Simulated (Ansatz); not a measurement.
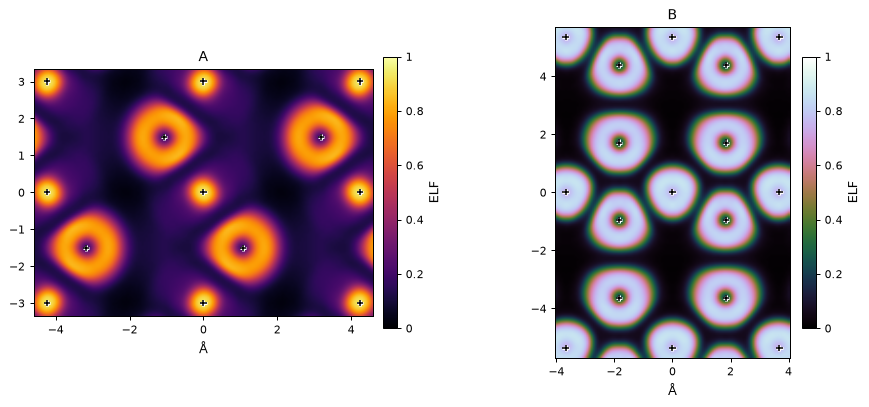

The electron localisation function of 2 systems, each on a plane through atoms (crosses mark nuclei in the plane).

Theory: DFT, PBE, plane waves, PAW in Ansatz 0.2.0.

System 1: Cu2O, the (11̄0) plane of the conventional cell. Space group Pn-3m; a structure from a database of computed crystals, not necessarily the ambient phase; started from the database structure prototype, which need not be the ambient phase; computed pressure about 4 GPa in this cell; computed without spin polarisation.

```yaml
crystal:
  lattice:
    - [4.24608, 0.00000, 0.00000]
    - [0.00000, 4.24608, 0.00000]
    - [0.00000, 0.00000, 4.24608]
  atoms:
    - { symbol: Cu, position: [0.25000, 0.25000, 0.75000] }
    - { symbol: Cu, position: [0.75000, 0.25000, 0.25000] }
    - { symbol: Cu, position: [0.25000, 0.75000, 0.25000] }
    - { symbol: Cu, position: [0.75000, 0.75000, 0.75000] }
    - { symbol: O, position: [0.50000, 0.50000, 0.50000] }
    - { symbol: O, position: [0.00000, 0.00000, 0.00000] }
```

System 2: HfO2, the (100) plane of the conventional cell. Space group P4₂/nmc; a structure from a database of computed crystals, not necessarily the ambient phase; started from the database structure prototype, which need not be the ambient phase; changed on purpose from its base cell (hydrostatic strain +3.0%); computed pressure about −9 GPa in this cell.

### Which map belongs to which system?

Panel A is system 1, Cu2O: the plane holds Cu and O. Cu–O (1.84 Å): the ELF peaks at about 0.85 in the valence shell of O, 0.6 Å from its nucleus, and is about 0.25 at the midpoint; no localised pair shows between them. Panel B is system 2, HfO2: the plane holds Hf and O. Hf–O (2.08 Å): the ELF peaks at about 0.85 in the valence shell of O, 0.6 Å from its nucleus, and drops to about 0.20 between the two atoms: no localised pair shows between them.
